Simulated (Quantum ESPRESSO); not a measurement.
## MoS₂: 7 runs along one coordinate

System: MoS₂ (R3m, 3 atoms in the cell).
Method: Kohn-Sham DFT of a periodic cell, LDA, GBRV 1.5 LDA, no spin polarisation (Quantum ESPRESSO 7.5).

The 7 runs differ only in the geometry, by an even scaling of the cell at fixed fractional positions. The structure derives from an entry of the Crystallography Open Database.

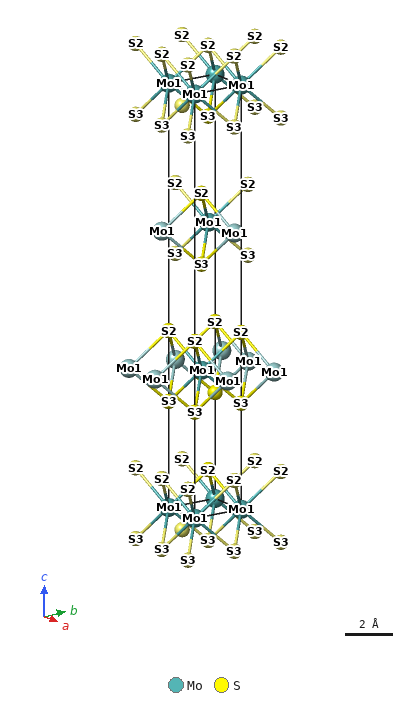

Figure 1. The structure of run 4 (ball-and-stick view of the cell 3 times as large as that of the calculation, set on its symmetry axes, seen slightly off an axis; neighbours outside the cell are drawn fainter; atoms are numbered from 1 in the order of the input). An atom can appear more than once, as a periodic image.

## Input of run 4
```
&CONTROL
  calculation = 'scf'
  prefix = 'pwscf'
  outdir = './tmp'
  pseudo_dir = './pseudo'
  tprnfor = .true.
  tstress = .true.
  disk_io = 'nowf'
/
&SYSTEM
  ibrav = 0
  nat = 3
  ntyp = 2
  ecutwfc = 45
  ecutrho = 360
  nbnd = 20
  occupations = 'smearing'
  smearing = 'fd'
  degauss = 0.00367493
/
&ELECTRONS
  conv_thr = 6d-10
  electron_maxstep = 120
  mixing_beta = 0.5
/
ATOMIC_SPECIES
Mo    95.9500 mo_lda_v1.uspp.F.UPF
S     32.0600 s_lda_v1.4.uspp.F.UPF
CELL_PARAMETERS angstrom
   1.5800000000    0.9122134253    6.1500000000
  -1.5800000000    0.9122134253    6.1500000000
   0.0000000000   -1.8244268506    6.1500000000
ATOMIC_POSITIONS crystal
Mo     0.0000000000    0.0000000000    0.0000000000
S      0.4170000000    0.4170000000    0.4170000000
S      0.2500000000    0.2500000000    0.2500000000
K_POINTS automatic
10 10 10 0 0 0
```

Command:
```bash
OMP_NUM_THREADS=1 mpirun -n 2 pw.x -nk 2 -in pw.in > pw.out
```

Run 3 differs from it as follows:
```diff
-   1.5800000000    0.9122134253    6.1500000000
-  -1.5800000000    0.9122134253    6.1500000000
-   0.0000000000   -1.8244268506    6.1500000000
+   1.5693956536    0.9060910031    6.1087235885
+  -1.5693956536    0.9060910031    6.1087235885
+   0.0000000000   -1.8121820061    6.1087235885
```

## Results, with one run withheld

| run | volume per atom (Å³) | free energy per atom, from the lowest run given (meV) | pressure (GPa) | gap on the mesh (eV) |
| --- | --- | --- | --- | --- |
| 1 | 16.664 | 17.67 | 8.17 | 0.82 |
| 2 | 17.019 | 3.70 | 4.19 | 0.84 |
| 3 | 17.373 | ? | ? | ? |
| 4 | 17.728 | 0.00 | −2.60 | 0.88 |
| 5 | 18.083 | 8.63 | −5.47 | 0.90 |
| 6 | 18.437 | 23.29 | −8.05 | 0.91 |
| 7 | 18.792 | 43.36 | −10.35 | 0.92 |

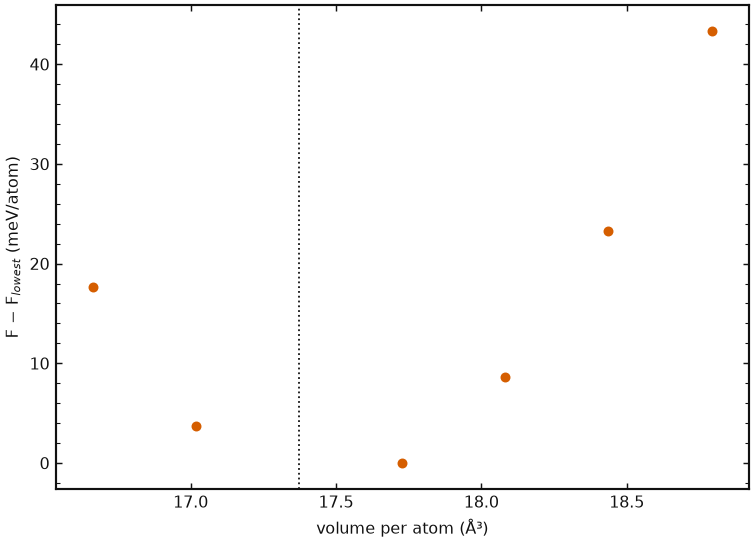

Figure 2. Free energy per atom of the runs given; the dotted line marks run 3.

What should run 3 give?

A cubic polynomial in V^(−2/3) (the Birch–Murnaghan form), fitted to the 6 runs given, misses them by at most 0.02 meV per atom. With x = V^(−2/3) − 0.14690 Å⁻², it reads F = 0.53251 − 3071.9 x + 8.9586e+05 x² + 1.1094e+06 x³ (meV per atom). At run 3 it gives −1.90 meV per atom, and the run itself gives −1.90. The slope of the fit gives a pressure −dF/dV of 0.78 GPa there, and the run prints 0.61 GPa. The two needn't agree exactly: the fit is approximate, and the printed stress is taken on a finite basis. The fit has its minimum at 17.455 Å³ per atom, where V d²F/dV² gives 162 GPa. Cell shape and fractional positions are held, so this is the stiffness under even scaling; the relaxed bulk modulus wasn't computed and can be far lower in a crystal of layers, chains or molecules like this one. The gap on the mesh goes, without turning, from 0.82 eV in run 1 to 0.92 eV in run 7; run 3 has 0.86 eV. These are gaps of this functional on this mesh, which can miss the band edges; they aren't the measured gap.

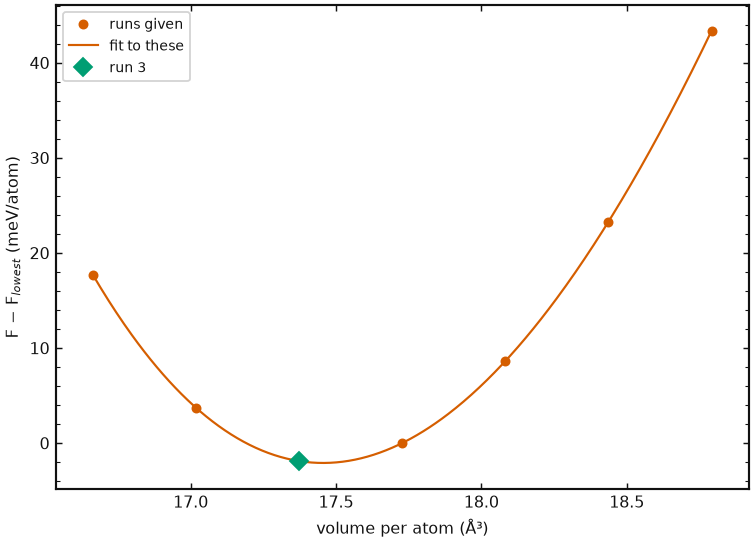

Figure 3. The fit and the withheld run.

## Some lines of the output (run 3)
```
[...]
     total energy              =    -187.86235023 Ry
     total energy              =    -187.86495354 Ry
     total energy              =    -187.89314510 Ry
     total energy              =    -187.89658867 Ry
     total energy              =    -187.89673353 Ry
     total energy              =    -187.89674862 Ry
     total energy              =    -187.89674992 Ry
     total energy              =    -187.89675030 Ry
     total energy              =    -187.89675041 Ry
     the Fermi energy is    11.6933 ev
!    total energy              =    -187.89675041 Ry
     The total energy is F=E-TS. E is the sum of the following terms:
     Computing stress (Cartesian axis) and pressure
          total   stress  (Ry/bohr**3)                   (kbar)     P=        6.09
```

Notes on the run: negative rho.
